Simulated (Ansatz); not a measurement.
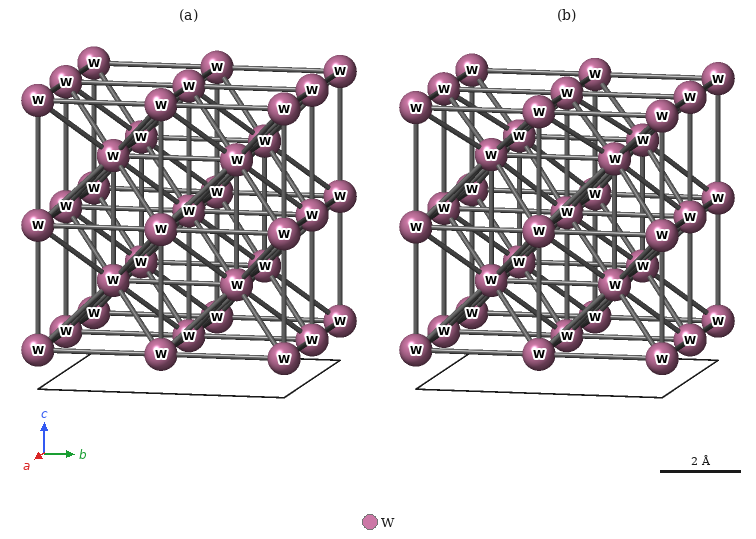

The structure of a slab of composition W (cut from the Im-3m phase) before (left) and after (right) a constrained relaxation, at one scale.

The picture is a ball-and-stick view of the cell of the calculation, outlined in the plane, without the vacuum (origin shifted), seen slightly off an axis.

Case: clean slab, lower planes held. The slab is the (1 0 0) face of W. 8 atoms are held fixed.

Computed with DFT PBE, scalar-relativistic, plane waves, PAW (Ansatz). Settings: plane-wave cutoff 420 eV; k-point mesh 3 × 3 × 1; occupations gaussian; smearing width 0.1 eV; no spin polarisation; dipole correction; atoms relaxed in a fixed cell; force threshold 0.03 eV/Å; at most 70 steps.

> Describe what moved and what it gained.

The largest moves, 0.18 Å, are those of W atoms. The cell doesn't change. Some distances before and after: W–W 3.184 → 3.045 Å, W–W 2.757 → 2.643 Å, W–W 3.184 → 3.140 Å, W–W 2.757 → 2.797 Å. Over 4 accepted moves (5 points after the start) the energy falls by 0.679 eV per cell of the calculation. Largest force component: 1.6 eV/Å at the start, 0.018 eV/Å at the end. 1 step only repeated the SCF at the same geometry. Cost: 47 s on 4 threads of Intel(R) Xeon(R) 6975P-C (Granite Rapids), with other jobs on the host, peak memory 2.1 GiB.
